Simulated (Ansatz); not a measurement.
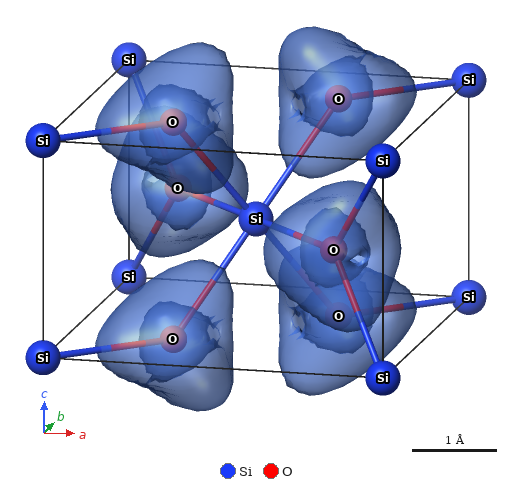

*SiO2. Isosurface of the ELF at 0.75 (blue), seen slightly off an axis. Core shells and regions of very low density are left out. Sticks mark near contacts.*

Space group P4₂/mnm; a structure from a database of computed crystals, not necessarily the ambient phase.

Theory: Kohn-Sham DFT of a periodic cell, r2SCAN, Ansatz PAW (Ansatz).

**What do the ELF domains correspond to?**

The ELF exceeds this value in four regions on O in which the atom's valence shell and bonds are merged, counted in one cell of 6 atoms. Regions shared between cells count once. Along the contacts the grid gives the following. Si–O (1.76 Å): the ELF peaks at about 0.85 between the atoms. Si–O (1.81 Å): the ELF peaks at about 0.90 between the atoms.

**Metal or insulator at this level of theory?**

It is gapped, with a Kohn–Sham gap of 6.5 eV on the k-point mesh, an upper bound to the gap of this method.
